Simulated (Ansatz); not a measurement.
AlAs: single-point calculation (part 2 of 2)

Continued. System: AlAs (slab, 32 atoms in the cell). Method: DFT PBE+D3(BJ), scalar-relativistic, plane waves, PAW, no spin polarisation (Ansatz 0.2.0); cutoff 420 eV, 2×2×1 k-mesh, Gaussian smearing of 0.05 eV. The structure derives from an entry of the Crystallography Open Database. It belongs to a series of runs on one base structure; here: the slab at its places in the relaxed adsorbed structure.

## Output, continued
```
  k-point 1: bands = ["-36.1526", "-36.1520", "-36.1468", "-36.1465", "-36.1396", "-36.1389", "-36.1377", "-36.1373", "-36.1337", "-36.1333", "-36.1248", "-36.1244", "-36.1243", "-36.1239", "-36.1215", "-36.1194", "-36.1186", "-36.1176", "-36.1112", "-36.1107", "-36.1095", "-36.1095", "-36.1071", "-36.1051", "-36.1041", "-36.1039", "-36.1000", "-36.0985", "-36.0918", "-36.0905", "-36.0876", "-36.0873", "-36.0861", "-36.0861", "-36.0859", "-36.0841", "-36.0704", "-36.0690", "-36.0632", "-36.0615",
      "-35.7996", "-35.7979", "-35.7867", "-35.7852", "-35.7810", "-35.7798", "-35.7701", "-35.7686", "-35.7684", "-35.7678", "-35.7595", "-35.7580", "-35.7521", "-35.7505", "-35.7477", "-35.7470", "-35.7425", "-35.7420", "-35.7319", "-35.7312", "-35.6471", "-35.6418", "-35.6350", "-35.6299", "-35.6276", "-35.6251", "-35.6224", "-35.6200", "-35.5819", "-35.5683", "-35.5607", "-35.5579", "-35.5566", "-35.5441", "-35.5431", "-35.5352", "-35.5325", "-35.5301", "-35.5222", "-35.5193",
      "-13.0167", "-12.9992", "-12.2471", "-12.2444", "-11.9853", "-11.9579", "-11.9024", "-11.8957", "-11.7760", "-11.7644", "-11.4994", "-11.4883", "-11.2968", "-11.2754", "-11.0368", "-11.0235", "-6.8589", "-6.8300", "-6.6704", "-6.6536", "-6.6397", "-6.5977", "-6.5292", "-6.5094", "-6.4191", "-6.4084", "-6.3562", "-6.3479", "-5.3410", "-5.2942", "-4.2623", "-4.2418", "-4.1017", "-4.0823", "-4.0509", "-4.0361", "-3.9358", "-3.9073", "-3.7794", "-3.7674",
      "-3.7639", "-3.7502", "-3.3657", "-3.3519", "-3.2679", "-3.2396", "-3.2303", "-3.1769", "-3.0111", "-2.9546", "-2.6882", "-2.6862", "-2.3716", "-2.3687", "-2.3627", "-2.3580", "-2.1828", "-2.1768", "-1.9717", "-1.9607", "-1.6747", "-1.6525", "-1.6407", "-1.6290", "-0.5401", "-0.5381", "-0.3188", "-0.3167", "-0.1064", "-0.0536", "0.3970", "0.4238", "0.7654", "0.8777", "1.1062", "1.1538", "1.3018", "1.3109", "1.5055", "1.5077",
      "1.5544", "1.5796", "1.6848", "1.7105", "1.7315", "1.7722", "1.9216", "1.9621", "2.3330", "2.3916", "2.9120", "2.9307", "3.0275", "3.0338", "3.0406", "3.0435"]
  k-point 2: bands = ["-36.1525", "-36.1522", "-36.1468", "-36.1465", "-36.1394", "-36.1390", "-36.1377", "-36.1374", "-36.1337", "-36.1333", "-36.1247", "-36.1244", "-36.1243", "-36.1240", "-36.1215", "-36.1194", "-36.1182", "-36.1179", "-36.1111", "-36.1108", "-36.1095", "-36.1095", "-36.1071", "-36.1048", "-36.1044", "-36.1039", "-36.1000", "-36.0985", "-36.0918", "-36.0905", "-36.0876", "-36.0873", "-36.0861", "-36.0861", "-36.0859", "-36.0841", "-36.0705", "-36.0690", "-36.0632", "-36.0616",
      "-35.7994", "-35.7980", "-35.7867", "-35.7853", "-35.7806", "-35.7802", "-35.7701", "-35.7686", "-35.7683", "-35.7678", "-35.7595", "-35.7580", "-35.7520", "-35.7505", "-35.7476", "-35.7471", "-35.7425", "-35.7420", "-35.7318", "-35.7313", "-35.6470", "-35.6418", "-35.6350", "-35.6299", "-35.6275", "-35.6252", "-35.6224", "-35.6201", "-35.5819", "-35.5683", "-35.5607", "-35.5579", "-35.5566", "-35.5441", "-35.5431", "-35.5352", "-35.5325", "-35.5301", "-35.5222", "-35.5193",
      "-12.8156", "-12.8049", "-12.2657", "-12.2574", "-12.2243", "-12.2209", "-12.0077", "-12.0055", "-11.6481", "-11.6384", "-11.4155", "-11.4104", "-11.3779", "-11.3713", "-11.1708", "-11.1661", "-6.6830", "-6.6761", "-6.6243", "-6.5759", "-6.2401", "-6.2109", "-6.1842", "-6.1820", "-5.8091", "-5.7957", "-5.7037", "-5.6825", "-5.4227", "-5.4083", "-4.8634", "-4.8451", "-4.4075", "-4.3877", "-4.3336", "-4.3182", "-4.2047", "-4.1950", "-4.1887", "-4.1766",
      "-3.8905", "-3.8713", "-3.7060", "-3.6992", "-3.6695", "-3.6477", "-3.4303", "-3.4200", "-3.1033", "-3.0880", "-2.8979", "-2.8657", "-2.8571", "-2.8433", "-2.5518", "-2.5472", "-2.4133", "-2.4074", "-2.2264", "-2.2253", "-1.7699", "-1.7568", "-1.5556", "-1.5467", "-0.3678", "-0.3667", "-0.3207", "-0.3106", "0.4770", "0.4858", "0.7414", "0.8475", "1.4306", "1.4428", "1.4508", "1.4818", "1.7937", "1.7968", "2.0911", "2.1047",
      "2.1265", "2.1401", "2.3320", "2.3501", "2.4389", "2.4444", "2.5664", "2.5699", "2.5889", "2.6242", "2.8390", "2.8564", "3.0077", "3.0371", "3.4359", "3.4428"]
  k-point 3: bands = ["-36.1525", "-36.1522", "-36.1468", "-36.1465", "-36.1394", "-36.1390", "-36.1377", "-36.1374", "-36.1337", "-36.1333", "-36.1247", "-36.1244", "-36.1243", "-36.1240", "-36.1215", "-36.1194", "-36.1182", "-36.1179", "-36.1111", "-36.1108", "-36.1095", "-36.1095", "-36.1071", "-36.1048", "-36.1044", "-36.1039", "-36.1000", "-36.0985", "-36.0918", "-36.0905", "-36.0876", "-36.0873", "-36.0861", "-36.0861", "-36.0859", "-36.0841", "-36.0705", "-36.0690", "-36.0632", "-36.0616",
      "-35.7994", "-35.7980", "-35.7867", "-35.7853", "-35.7806", "-35.7802", "-35.7701", "-35.7686", "-35.7683", "-35.7678", "-35.7595", "-35.7580", "-35.7520", "-35.7505", "-35.7476", "-35.7471", "-35.7425", "-35.7420", "-35.7318", "-35.7313", "-35.6470", "-35.6418", "-35.6350", "-35.6299", "-35.6275", "-35.6252", "-35.6224", "-35.6201", "-35.5819", "-35.5683", "-35.5607", "-35.5579", "-35.5566", "-35.5441", "-35.5431", "-35.5352", "-35.5325", "-35.5301", "-35.5222", "-35.5193",
      "-12.6670", "-12.6505", "-12.6415", "-12.6392", "-11.9807", "-11.9752", "-11.9694", "-11.9680", "-11.5810", "-11.5674", "-11.5593", "-11.5579", "-11.2713", "-11.2625", "-11.2562", "-11.2553", "-6.6544", "-6.6389", "-6.6220", "-6.5893", "-6.3285", "-6.3064", "-6.3018", "-6.2937", "-5.6949", "-5.6502", "-5.6489", "-5.6363", "-5.0791", "-5.0772", "-5.0700", "-5.0499", "-4.4405", "-4.4346", "-4.4239", "-4.4183", "-4.3891", "-4.3854", "-4.3609", "-4.3593",
      "-3.7161", "-3.6916", "-3.6910", "-3.6893", "-3.3021", "-3.2927", "-3.2790", "-3.2773", "-3.1167", "-3.1140", "-3.0940", "-3.0875", "-2.7923", "-2.7641", "-2.7548", "-2.7513", "-2.2751", "-2.2727", "-2.2666", "-2.2616", "-1.6760", "-1.6539", "-1.6439", "-1.6428", "-0.4455", "-0.4363", "-0.4359", "-0.4319", "0.5030", "0.5805", "0.5969", "0.6011", "1.3289", "1.3821", "1.4040", "1.4150", "1.9290", "1.9720", "1.9872", "1.9885",
      "2.1514", "2.1694", "2.1761", "2.1998", "2.6420", "2.6769", "2.6807", "2.6950", "2.9924", "3.0373", "3.0500", "3.0557", "3.5272", "3.5431", "3.5539", "3.5628"]
```

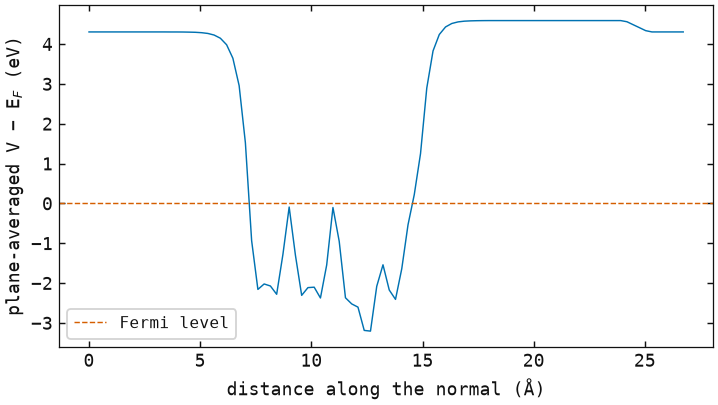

**Figure 1.** Plane average of the electrostatic potential energy of an electron across the cell, from the Fermi level. The vacuum level lies 4.59 eV above the Fermi level on the upper side and 4.30 eV on the lower.

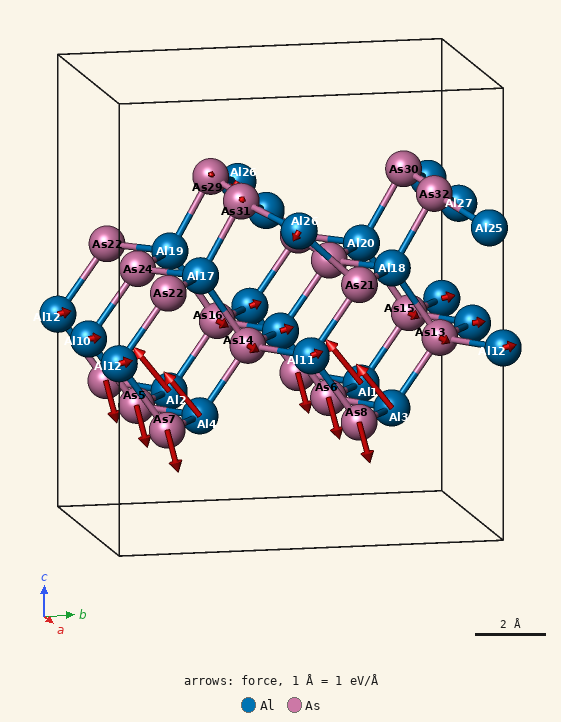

**Figure 2.** Forces on the atoms as red arrows (ball-and-stick view of the cell of the calculation, with the vacuum cut short, seen slightly off an axis; atoms are numbered from 1 in the order of the input); the smallest are left out. The largest act on Al2, Al4 (1.72 eV/Å); Al1, Al3 (1.71 eV/Å); As5, As7 (1.31 eV/Å); As6 (1.30 eV/Å), among others. The geometry is not a stationary point of this energy.

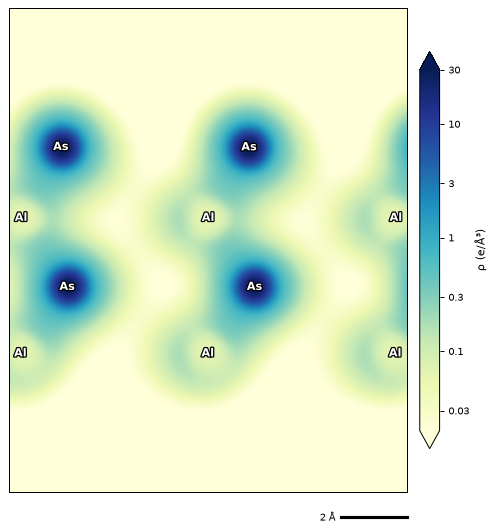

**Figure 3.** Valence pseudo-density on the (100) plane of the calculation cell, a cut from vacuum to vacuum. The section cuts through Al and As sites. Al–As (2.45 Å): ρ at the midpoint is about 0.47 e/Å³. Al–As (2.52 Å): ρ at the midpoint is about 0.42 e/Å³. The density dies away to nearly zero in the vacuum. Core electrons are frozen (PAW), so the fields are smoothed inside the atomic spheres.

This output came from the following input.

## The input
```yaml
crystal:
  lattice:
    - [8.0103882437, 0.0, 0.0]
    - [0.0, 11.3283996941, 0.0]
    - [0.0, 0.0, 27.0052911828]
  atoms:
    - { symbol: Al, position: [0.25, 0.75, 0.2962382425] }
    - { symbol: Al, position: [0.25, 0.25, 0.2962382425] }
    - { symbol: Al, position: [0.75, 0.75, 0.2962382425] }
    - { symbol: Al, position: [0.75, 0.25, 0.2962382425] }
    - { symbol: As, position: [0.5, 0.125, 0.2962382425] }
    - { symbol: As, position: [0.5, 0.625, 0.2962382425] }
    - { symbol: As, position: [0.0, 0.125, 0.2962382425] }
    - { symbol: As, position: [0.0, 0.625, 0.2962382425] }
    - { symbol: Al, position: [0.5, 0.5, 0.3703939718] }
    - { symbol: Al, position: [0.5, 0.0, 0.3703939718] }
    - { symbol: Al, position: [0.0, 0.5, 0.3703939718] }
    - { symbol: Al, position: [0.0, 0.0, 0.3703939718] }
    - { symbol: As, position: [0.75, 0.875, 0.3703939718] }
    - { symbol: As, position: [0.75, 0.375, 0.3703939718] }
    - { symbol: As, position: [0.25, 0.875, 0.3703939718] }
    - { symbol: As, position: [0.25, 0.375, 0.3703939718] }
    - { symbol: Al, position: [0.749937825, 0.2518813843, 0.4479558085] }
    - { symbol: Al, position: [0.7507507083, 0.7508337233, 0.4479224761] }
    - { symbol: Al, position: [0.2499877812, 0.2519048263, 0.4479589008] }
    - { symbol: Al, position: [0.2492171305, 0.7508513817, 0.4479255885] }
    - { symbol: As, position: [-1.57366e-05, 0.6258707134, 0.445342412] }
    - { symbol: As, position: [-1.3799e-05, 0.1279797653, 0.4445643866] }
    - { symbol: As, position: [0.4999711876, 0.6270754711, 0.4450732924] }
    - { symbol: As, position: [0.4999554745, 0.1278612268, 0.444416934] }
    - { symbol: Al, position: [-8.348e-07, -0.0357426852, 0.5011411104] }
    - { symbol: Al, position: [-3.47521e-05, 0.468770303, 0.5061390453] }
    - { symbol: Al, position: [0.5000451809, -0.0358041752, 0.5009426291] }
    - { symbol: Al, position: [0.4998617583, 0.4626699025, 0.5017460203] }
    - { symbol: As, position: [0.250829167, 0.3580487115, 0.5270508747] }
    - { symbol: As, position: [0.250166549, 0.8603872125, 0.5267236596] }
    - { symbol: As, position: [0.7489907134, 0.3581265417, 0.5270170759] }
    - { symbol: As, position: [0.7498840845, 0.8603621852, 0.5267165924] }
basis:
  ecutwfc: 420
kpoints:
  mp_grid: { grid: [2, 2, 1] }
hamiltonian:
  xc: pbe
  dispersion: d3bj
scf:
  occupations: { method: gaussian, width: 0.05 }
output:
  forces: true
  eigenvalues: true
  write_density: true
  volumetric_format: npy
efield:
  axis: 3
  dipole_correction: true
  ramp_width: 0.04
```

Launched with:
```bash
ansatz run input.yaml --threads 4 --pin off --max-ram 10240MiB --backend cpu --events-out ev --progress --plain --runs-dir out
```

## Key numbers

```csv
quantity,value
outcome,converged
electrons treated,288
free energy,−86309.7125 eV
"work function, top face",4.59 eV
"work function, bottom face",4.30 eV
Fermi energy,−1.063 eV
gap on the k-point mesh,0.97 eV
work function (upper face),4.59 eV
largest force (length of the vector),1.723 eV/Å
hardware,"4 threads of Arm Neoverse V1, 24 GiB of memory available, shared host"
wall time,46 s (CPU time 3 min)
peak memory,7.6 GiB
```
